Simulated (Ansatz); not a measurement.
# Geometry relaxation of Hf$_{8}$HO$_{16}$ (charge −1) (part 1 of 3)

Hf$_{8}$HO$_{16}$ (defect cell, 25 atoms in the cell, total charge −1), computed with DFT PBE, scalar-relativistic, plane waves, PAW, no spin polarisation (Ansatz 0.2.0).

The structure derives from a Materials Project entry. It belongs to a series of runs on one base structure; here: H interstitial, charge -1, atoms relaxed at the host's cell.

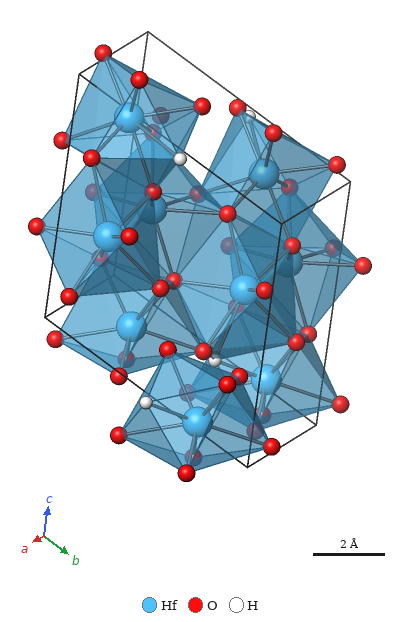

**Figure 1.** The starting structure (polyhedral view of the cell of the calculation, seen slightly off an axis; polyhedra are completed across the faces of the cell). An atom can appear more than once, as a periodic image.

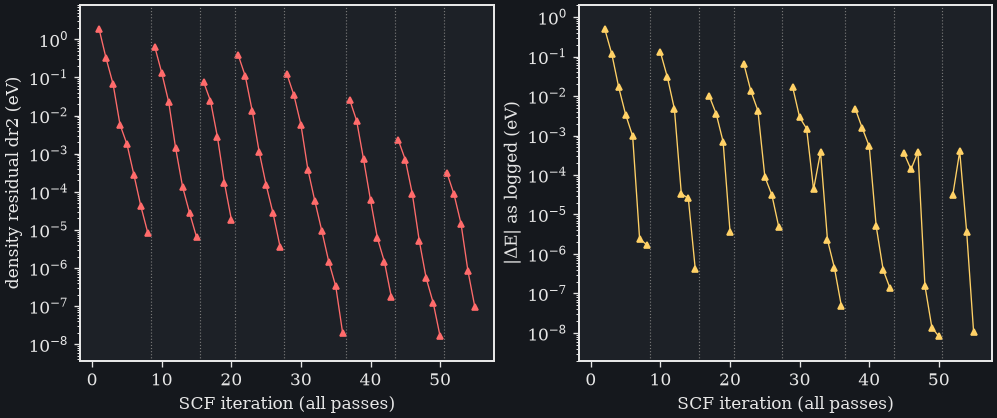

**Figure 2.** Convergence of the self-consistent field: density residual dr2 and size of the energy change against the SCF iteration. The dotted lines part the SCF passes of the relaxation: geometry steps, rejected trials and re-solves on a re-selected basis. The 8 passes take 5 to 9 iterations each, 55 in all.

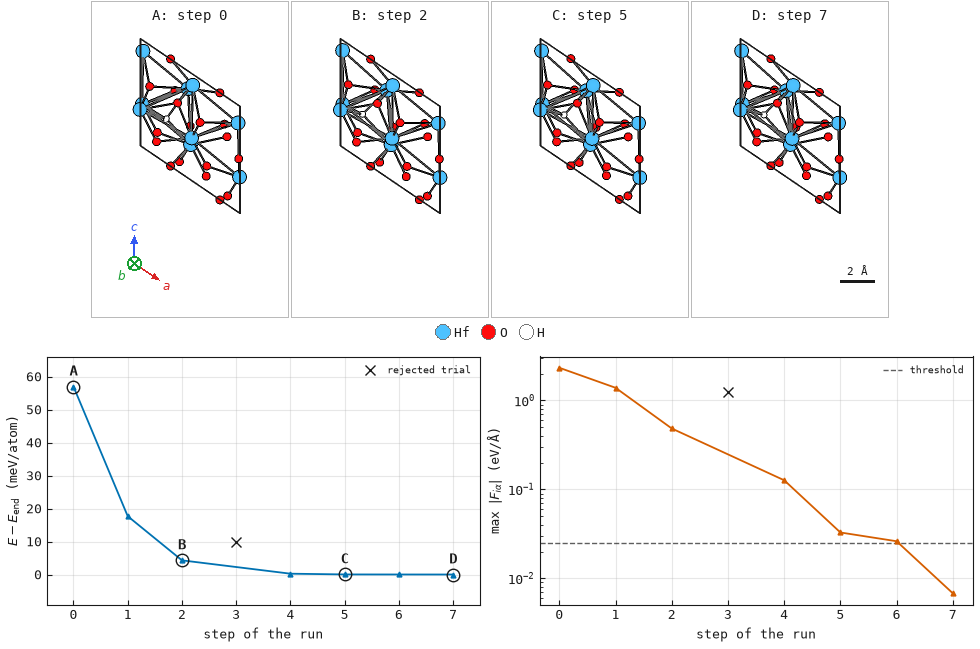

**Figure 3.** Frames of the relaxation (ball-and-stick view of the cell of the calculation (origin shifted), along the b axis) above the curves, on which the letters mark them (the first geometry is step 0 here and step 1 in the log).

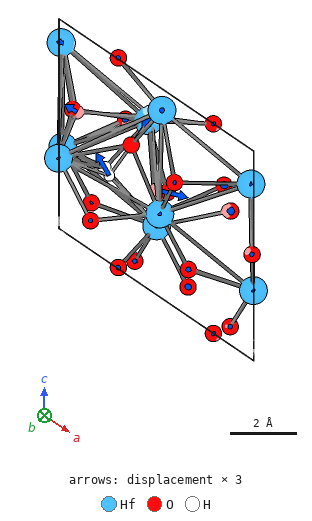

**Figure 4.** Start (faint) and end (solid) with the displacements as blue arrows, magnified 3 times (ball-and-stick view of the cell of the calculation (origin shifted), along the b axis). O12 moves most: 0.34 Å. Largest moves by element: O 0.34 Å, H 0.28 Å, Hf 0.20 Å. The cell stays as it was. Distances before and after: Hf4–H25 2.272 → 1.986 Å, Hf4–O16 2.255 → 2.512 Å, Hf2–H25 2.137 → 1.932 Å, Hf8–H25 2.609 → 2.811 Å. Among the angles that change: Hf7–H25–Hf8 155.6° → 145.8°, Hf4–O12–Hf8 126.9° → 117.4°, Hf2–O20–Hf4 96.6° → 87.6°. After 7 geometry steps the energy has fallen by 57.0 meV per atom. Largest force component: 2.3 eV/Å at the start, 0.0068 eV/Å at the end. The line search rejected the trial step at point 3 (counted from 0) and went back. (Atoms are counted from 1 in the order of the input.)

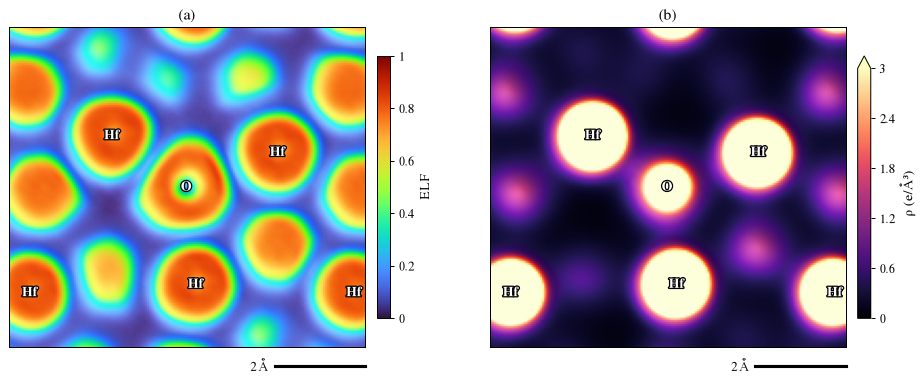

**Figure 5.** (a) electron localisation function; (b) valence pseudo-density on the (010) plane of the calculation cell. Hf–O (2.02 Å): ρ is about 0.92 e/Å³ halfway; the ELF peaks at about 0.85 in the valence shell of O, 0.6 Å from its nucleus, and drops to about 0.20 between the two atoms. Hf–O (2.17 Å): ρ at the midpoint is about 0.61 e/Å³; the ELF peaks at about 0.85 in the valence shell of O, 0.6 Å from its nucleus, and drops to about 0.15 between the two atoms. Away from the nuclei the density in this plane falls to 0.06 e/Å³ at its lowest. The strong features right at Hf lie inside the PAW spheres (semicore, d or f shells) and say nothing about bonding. In a PAW calculation such maps are meaningful between the atoms, not at the nuclei.

The input and output of the run follow.

The input:
```yaml
crystal:
  lattice:
    - [0.0, -5.0692310538, 5.1009634478]
    - [0.0, -5.0692310538, -5.1009634478]
    - [5.2938029111, 5.0692310538, 0.0]
  atoms:
    - { symbol: Hf, position: [0.5012786316, 0.2527067763, 0.0310339319] }
    - { symbol: Hf, position: [0.0062692016, 0.7500613854, 0.0340459076] }
    - { symbol: Hf, position: [0.9676319477, 0.2244535342, 0.4651547626] }
    - { symbol: Hf, position: [0.4657220173, 0.7267852282, 0.4691642965] }
    - { symbol: Hf, position: [0.5124773049, 0.2734204522, 0.5296728807] }
    - { symbol: Hf, position: [0.0122774545, 0.7734054207, 0.5329140094] }
    - { symbol: Hf, position: [0.982924372, 0.2466441445, 0.9695019019] }
    - { symbol: Hf, position: [0.4906202896, 0.7464683599, 0.9619972831] }
    - { symbol: O, position: [0.8318364082, 0.4512235135, 0.3685707691] }
    - { symbol: O, position: [0.3353461273, 0.952763128, 0.369714061] }
    - { symbol: O, position: [0.9747042443, 0.0880303321, 0.1351081378] }
    - { symbol: O, position: [0.4879778979, 0.5864399728, 0.1331373877] }
    - { symbol: O, position: [0.8637239962, 0.3666901748, 0.7180959596] }
    - { symbol: O, position: [0.3796070649, 0.8860944807, 0.7324347737] }
    - { symbol: O, position: [0.1489761266, 0.151197169, 0.7734150378] }
    - { symbol: O, position: [0.6477505579, 0.6534112552, 0.7663759773] }
    - { symbol: O, position: [0.8572971815, 0.8666297404, 0.2666559606] }
    - { symbol: O, position: [0.3604240017, 0.3748053939, 0.2696013887] }
    - { symbol: O, position: [0.585908122, 0.0937600796, 0.2288379514] }
    - { symbol: O, position: [0.0798775306, 0.5928068123, 0.2460811895] }
    - { symbol: O, position: [0.6533308356, 0.2702090202, 0.8644318721] }
    - { symbol: O, position: [0.1570956722, 0.7756311498, 0.8652918757] }
    - { symbol: O, position: [0.7849001234, 0.905698109, 0.6312654306] }
    - { symbol: O, position: [0.2894838765, 0.4086241888, 0.6349106058] }
    - { symbol: H, position: [0.2465367653, 0.5747433294, 0.0476767659] }
  host:
    lattice:
      - [5.2938029111, 0.0, 0.0]
      - [0.0, 5.0692310538, 0.0]
      - [0.0, 0.0, 5.1009634478]
    atoms:
      - { symbol: Hf, position: [0.0326151407, 0.2662882067, 0.2399856288] }
      - { symbol: Hf, position: [0.4673848593, 0.2662882067, 0.7399856288] }
      - { symbol: Hf, position: [0.5326151407, 0.7337117933, 0.2399856288] }
      - { symbol: Hf, position: [0.9673848593, 0.7337117933, 0.7399856288] }
      - { symbol: O, position: [0.3653937409, 0.0675958039, 0.3831527426] }
      - { symbol: O, position: [0.1346062591, 0.0675958039, 0.8831527426] }
      - { symbol: O, position: [0.7291834876, 0.4628122413, 0.4898616287] }
      - { symbol: O, position: [0.7708165124, 0.4628122413, 0.9898616287] }
      - { symbol: O, position: [0.2708165124, 0.5371877587, 0.9898616287] }
      - { symbol: O, position: [0.2291834876, 0.5371877587, 0.4898616287] }
      - { symbol: O, position: [0.8653937409, 0.9324041961, 0.3831527426] }
      - { symbol: O, position: [0.6346062591, 0.9324041961, 0.8831527426] }
total_charge: -1
basis:
  ecutwfc: 420
  xc_grid: 2
kpoints:
  mp_grid: { grid: [2, 2, 2], shift: [0.5, 0.5, 0.5] }
hamiltonian:
  xc: pbe
scf:
  occupations: { method: gaussian, width: 0.01 }
output:
  forces: true
  stress: false
  eigenvalues: true
  charged_corrections:
    defect_position: [0.16666667, 0.45833333, 0.0]
    epsilon: [[21.1335, 0.0, 0.0], [0.0, 26.955, 0.0], [0.0, 0.0, 24.4134]]
  write_density: true
  write_potential: true
  elf: true
  volumetric_format: npy
relax:
  adjacent_minimum: "off"
  f_tol: 0.025
  max_steps: 45
```

Command:
```bash
ansatz run input.yaml --threads 4 --pin off --max-ram 10240MiB --backend cpu --events-out ev --progress --plain --runs-dir out
```

What the program printed:
```
Engine: ansatz 0.2.0, x86_64-unknown-linux-gnu
Pseudopotentials: kind: paw
Pseudopotential: Hf, paw, valence charge 26, recommended cutoff 420 eV (normal), Hf.paw.azcp
Pseudopotential: O, paw, valence charge 6, recommended cutoff 420 eV (normal), O.paw.azcp
Pseudopotential: H, paw, valence charge 1, recommended cutoff 420 eV (normal), H.paw.azcp
Functional definition: PBE
  parameter kappa = 0.804
  parameter beta = 0.06672455060314922
  exchange = pbe_x(kappa = kappa, mu = beta*pi^2/3)
  correlation = pbe_c(beta = beta)
Crystal: 25 atoms, lattice volume = 273.774 Å³
Basis set: ecut = 420 eV, 5313 PW (Γ), exchange–correlation on 100×100×100 points (8 copies of the dense FFT grid, shifted against one another)
Bands: 184, of which v1, the nominal top of the filled ones, is band 153 counted from 1 (152 counted from 0)
Symmetry: 1 space group operations
Space group: P1 (ITA 1), of the structure as read, at distance tolerance 6.5e-5 Å
k-points: 4 of 8 (time reversal used)
Non-local potential: Hf, projectors of the file, l = 0: 3, l = 1: 2, l = 2: 2, l = 3: 3
Non-local potential: O, projectors of the file, l = 0: 2, l = 1: 2, l = 2: 1
Non-local potential: H, projectors of the file, l = 0: 2, l = 1: 1
PAW form: soft (Blöchl's): semilocal exchange-correlation on the pseudo side does not see the compensation charge
PAW one-centre angular grid: Hf, 590 points (default); XC on 64 Gauss nodes
PAW one-centre angular grid: O, 110 points (default); XC on 64 Gauss nodes
PAW one-centre angular grid: H, 110 points (default); XC on 64 Gauss nodes
Initial density: superposition of atomic densities (neutral atoms scaled as one to the charged cell's electrons: chi_scale 0, normalization atom), corrected by the library's trained network
Initial wavefunctions: pseudopotential atomic-orbital guess
Functional: x = pbe(κ = 0.804, μ = 0.2195149727645171), c = pbe(β = 0.06672455060314922)
SCF iter   1: F=—  HF=-134889.128918 eV  |F-HF|=—  |Δ(HF+E_count)|=         —  Δρ=2.25e-2  dr2=1.85e0  ethr=1.77e-3  ⟨swp⟩=5.8  Hψ=2225  notcnv=0  defer=60
preconditioner: auto → Resta (q_TF=auto, 2.779 Å⁻¹)  ε∞=5.6  [insulator: Δε(μ)=2.213 eV  Ē_g=17.766 eV  σ=0.010 eV  W_gap=1.00  n_scr=112 (ndim 8)  ℏωp=38.2 eV  f_vac=0.037  D(μ)=0.00/eV (n_scr^D=0)  ε∞_Penn≈5.6]
SCF iter   2: F=—  HF=-134888.637087 eV  |F-HF|=—  |Δ(HF+E_count)|=   4.92e-1  Δρ=9.63e-3  dr2=3.19e-1  ethr=6.05e-4  ⟨swp⟩=3.0  Hψ=1485  notcnv=0  defer=99
SCF iter   3: F=—  HF=-134888.520063 eV  |F-HF|=—  |Δ(HF+E_count)|=   1.17e-1  Δρ=4.14e-3  dr2=6.79e-2  ethr=1.04e-4  ⟨swp⟩=2.0  Hψ=1107  notcnv=0  defer=99
SCF iter   4: F=—  HF=-134888.503499 eV  |F-HF|=—  |Δ(HF+E_count)|=   1.66e-2  Δρ=1.82e-3  dr2=5.79e-3  ethr=2.22e-5  ⟨swp⟩=2.5  Hψ=1494  notcnv=0  defer=95
SCF iter   5: F=—  HF=-134888.506862 eV  |F-HF|=—  |Δ(HF+E_count)|=   3.36e-3  Δρ=9.22e-4  dr2=1.78e-3  ethr=1.89e-6  ⟨swp⟩=2.0  Hψ=1282  notcnv=0  defer=95
SCF iter   6: F=—  HF=-134888.505890 eV  |F-HF|=—  |Δ(HF+E_count)|=   9.72e-4  Δρ=2.41e-4  dr2=2.79e-4  ethr=5.80e-7  ⟨swp⟩=2.0  Hψ=1263  notcnv=0  defer=95
SCF iter   7: F=—  HF=-134888.505893 eV  |F-HF|=—  |Δ(HF+E_count)|=   2.42e-6  Δρ=1.20e-4  dr2=4.16e-5  ethr=9.13e-8  ⟨swp⟩=2.0  Hψ=1253  notcnv=0  defer=95
SCF iter   8: F=-134888.505889 eV  HF=-134888.505895 eV  |F-HF|=5.54e-6  |Δ(HF+E_count)|=   1.73e-6  Δρ=6.04e-5  dr2=8.34e-6  ethr=5.11e-9  ⟨swp⟩=16.0  Hψ=7498  notcnv=0
SCF 1 converged in 8 iterations: F = -134888.505889 eV  dr2 = 8.34e-6
  greatest PAW one-centre occupation: 0.999 electrons in one spin orbital (limit 2), on the Hf atom at site 7 (counted from 0), in its partial waves of l = 0
relax step   1: F+E_penalty+E_count = -134888.50588896 eV  Δ(F+E_penalty+E_count) = +0.000e0 eV  max|allowed force component| = 2.333e0 eV/Å  Δτ_max = 0.0000 Å  (8 SCF iters, dr2 threshold 1.56e-5 eV, accepted)
Initial density: handed on by an earlier stage of this run
Initial wavefunctions: those handed on with the density
iter 1 solved again at ethr=2.09e-4 eV; its pass at ethr=3.10e-3 eV (dr2=6.39e-1 eV) is discarded
SCF iter   1: F=—  HF=-134889.649025 eV  |F-HF|=—  |Δ(HF+E_count)|=         —  Δρ=1.71e-2  dr2=6.37e-1  ethr=2.09e-4  ⟨swp⟩=1.0  Hψ=2313  notcnv=0  defer=95
preconditioner: auto → Resta (q_TF=auto, 2.779 Å⁻¹)  ε∞=5.5  [insulator: Δε(μ)=3.375 eV  Ē_g=17.982 eV  σ=0.010 eV  W_gap=1.00  n_scr=112 (ndim 8)  ℏωp=38.2 eV  f_vac=0.037  D(μ)=0.00/eV (n_scr^D=0)  ε∞_Penn≈5.5]
SCF iter   2: F=—  HF=-134889.522486 eV  |F-HF|=—  |Δ(HF+E_count)|=   1.27e-1  Δρ=8.53e-3  dr2=1.32e-1  ethr=2.08e-4  ⟨swp⟩=3.5  Hψ=1173  notcnv=0  defer=95
SCF iter   3: F=—  HF=-134889.492905 eV  |F-HF|=—  |Δ(HF+E_count)|=   2.96e-2  Δρ=3.16e-3  dr2=2.26e-2  ethr=4.33e-5  ⟨swp⟩=3.0  Hψ=1381  notcnv=0  defer=98
SCF iter   4: F=—  HF=-134889.488180 eV  |F-HF|=—  |Δ(HF+E_count)|=   4.73e-3  Δρ=7.65e-4  dr2=1.38e-3  ethr=7.40e-6  ⟨swp⟩=3.2  Hψ=1166  notcnv=0  defer=98
SCF iter   5: F=—  HF=-134889.488146 eV  |F-HF|=—  |Δ(HF+E_count)|=   3.34e-5  Δρ=2.30e-4  dr2=1.34e-4  ethr=4.50e-7  ⟨swp⟩=2.0  Hψ=1238  notcnv=0  defer=98
SCF iter   6: F=—  HF=-134889.488120 eV  |F-HF|=—  |Δ(HF+E_count)|=   2.58e-5  Δρ=1.03e-4  dr2=2.79e-5  ethr=3.27e-8  ⟨swp⟩=16.0  Hψ=7645  notcnv=0
SCF iter   7: F=-134889.488118 eV  HF=-134889.488120 eV  |F-HF|=1.38e-6  |Δ(HF+E_count)|=   4.13e-7  Δρ=4.65e-5  dr2=6.51e-6  ethr=9.13e-9  ⟨swp⟩=12.0  Hψ=7209  notcnv=0
SCF 2 converged in 7 iterations: F = -134889.488118 eV  dr2 = 6.51e-6
  greatest PAW one-centre occupation: 0.999 electrons in one spin orbital (limit 2), on the Hf atom at site 5 (counted from 0), in its partial waves of l = 0
relax step   2: F+E_penalty+E_count = -134889.48811844 eV  Δ(F+E_penalty+E_count) = -9.822e-1 eV  max|allowed force component| = 1.390e0 eV/Å  Δτ_max = 0.1944 Å  (7 SCF iters, dr2 threshold 1.00e-4 eV, accepted)
SCF iter   1: F=—  HF=-134889.836957 eV  |F-HF|=—  |Δ(HF+E_count)|=         —  Δρ=7.95e-3  dr2=7.74e-2  ethr=1.09e-3  ⟨swp⟩=3.8  Hψ=1393  notcnv=0  defer=95
preconditioner: auto → Resta (q_TF=auto, 2.779 Å⁻¹)  ε∞=5.5  [insulator: Δε(μ)=3.424 eV  Ē_g=17.998 eV  σ=0.010 eV  W_gap=1.00  n_scr=112 (ndim 8)  ℏωp=38.2 eV  f_vac=0.036  D(μ)=0.00/eV (n_scr^D=0)  ε∞_Penn≈5.5]
SCF iter   2: F=—  HF=-134889.826824 eV  |F-HF|=—  |Δ(HF+E_count)|=   1.01e-2  Δρ=4.32e-3  dr2=2.45e-2  ethr=2.53e-5  ⟨swp⟩=2.0  Hψ=1025  notcnv=0  defer=95
SCF iter   3: F=—  HF=-134889.823257 eV  |F-HF|=—  |Δ(HF+E_count)|=   3.57e-3  Δρ=1.12e-3  dr2=2.75e-3  ethr=8.00e-6  ⟨swp⟩=3.0  Hψ=1175  notcnv=0  defer=95
SCF iter   4: F=—  HF=-134889.822558 eV  |F-HF|=—  |Δ(HF+E_count)|=   6.99e-4  Δρ=2.67e-4  dr2=1.73e-4  ethr=8.97e-7  ⟨swp⟩=2.0  Hψ=1252  notcnv=0  defer=95
SCF iter   5: F=-134889.822544 eV  HF=-134889.822561 eV  |F-HF|=1.78e-5  |Δ(HF+E_count)|=   3.59e-6  Δρ=8.44e-5  dr2=1.88e-5  ethr=3.27e-8  ⟨swp⟩=16.5  Hψ=7495  notcnv=0
SCF 3 converged in 5 iterations: F = -134889.822544 eV  dr2 = 1.88e-5
relax step   3: F+E_penalty+E_count = -134889.82254360 eV  Δ(F+E_penalty+E_count) = -3.344e-1 eV  max|allowed force component| = 4.845e-1 eV/Å  Δτ_max = 0.1948 Å  (5 SCF iters, dr2 threshold 1.00e-4 eV, accepted)
SCF iter   1: F=—  HF=-134889.764808 eV  |F-HF|=—  |Δ(HF+E_count)|=         —  Δρ=1.68e-2  dr2=3.81e-1  ethr=7.17e-4  ⟨swp⟩=4.0  Hψ=1641  notcnv=0  defer=87
preconditioner: auto → Resta (q_TF=auto, 2.779 Å⁻¹)  ε∞=5.5  [insulator: Δε(μ)=3.769 eV  Ē_g=17.999 eV  σ=0.010 eV  W_gap=1.00  n_scr=112 (ndim 8)  ℏωp=38.2 eV  f_vac=0.037  D(μ)=0.00/eV (n_scr^D=0)  ε∞_Penn≈5.5]
SCF iter   2: F=—  HF=-134889.701791 eV  |F-HF|=—  |Δ(HF+E_count)|=   6.30e-2  Δρ=8.92e-3  dr2=1.09e-1  ethr=1.25e-4  ⟨swp⟩=2.0  Hψ=873  notcnv=0  defer=100
SCF iter   3: F=—  HF=-134889.688631 eV  |F-HF|=—  |Δ(HF+E_count)|=   1.32e-2  Δρ=2.48e-3  dr2=1.33e-2  ethr=3.57e-5  ⟨swp⟩=3.5  Hψ=1263  notcnv=0  defer=100
SCF iter   4: F=—  HF=-134889.684359 eV  |F-HF|=—  |Δ(HF+E_count)|=   4.27e-3  Δρ=6.49e-4  dr2=1.11e-3  ethr=4.35e-6  ⟨swp⟩=2.0  Hψ=1356  notcnv=0  defer=100
SCF iter   5: F=—  HF=-134889.684449 eV  |F-HF|=—  |Δ(HF+E_count)|=   9.00e-5  Δρ=2.51e-4  dr2=1.51e-4  ethr=3.64e-7  ⟨swp⟩=2.0  Hψ=1174  notcnv=0  defer=100
SCF iter   6: F=—  HF=-134889.684418 eV  |F-HF|=—  |Δ(HF+E_count)|=   3.15e-5  Δρ=1.08e-4  dr2=2.72e-5  ethr=9.32e-9  ⟨swp⟩=16.5  Hψ=7554  notcnv=0
SCF iter   7: F=-134889.684423 eV  HF=-134889.684422 eV  |F-HF|=5.87e-7  |Δ(HF+E_count)|=   4.85e-6  Δρ=3.53e-5  dr2=3.62e-6  ethr=8.89e-9  ⟨swp⟩=11.0  Hψ=7150  notcnv=0
SCF 4 converged in 7 iterations: F = -134889.684423 eV  dr2 = 3.62e-6
  greatest PAW one-centre occupation: 0.999 electrons in one spin orbital (limit 2), on the Hf atom at site 4 (counted from 0), in its partial waves of l = 0
relax step   4: F+E_penalty+E_count = -134889.68442297 eV  Δ(F+E_penalty+E_count) = +1.381e-1 eV  max|allowed force component| = 1.232e0 eV/Å  Δτ_max = 0.2000 Å  (7 SCF iters, dr2 threshold 2.85e-5 eV, rejected (line search))
```
